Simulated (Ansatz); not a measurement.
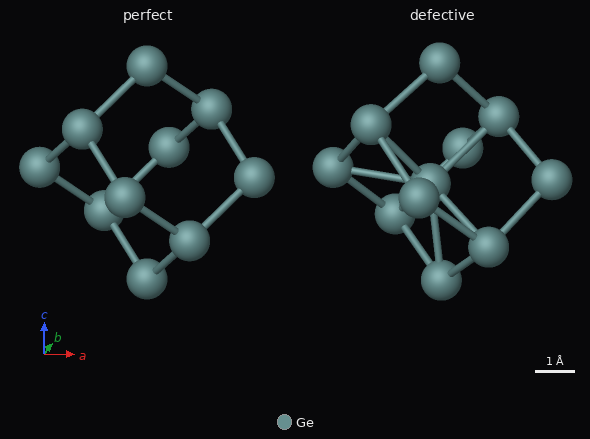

Left: perfect Ge. Right: the same region with one point defect, after relaxing the atoms in a supercell of 64 sites. Style: ball-and-stick. Shown: the atoms within 3.8 Å of one point, slightly off an axis.

These are results of Ansatz 0.2.0, DFT, PBEsol, PAW, plane waves, not measurements. (plane-wave cutoff 420 eV; k-point mesh 1 × 1 × 1; mesh shifted by (0.25, 0.25, 0.25); no spin polarisation) Fermi-Dirac smearing of 0.01 eV. A uniform background neutralises the charged cell. The axes drawn are those of the host's conventional cell.

What kind of defect was made?

An extra germanium atom is put between the host's atoms (an interstitial).

The charge state of the cell is −2.

How does the lattice respond?

The Ge atom starts with 10 Ge at 2.45 to 2.84 Å around its place and ends with 7 Ge at 2.58 to 2.64 Å. Of the host's atoms, a germanium atom moves furthest from its site, by 0.29 Å. The Ge atom itself moves 0.42 Å from where it was put.

Limits of the set-up: the cell is charged, on a uniform background, and energies carry no finite-size correction.
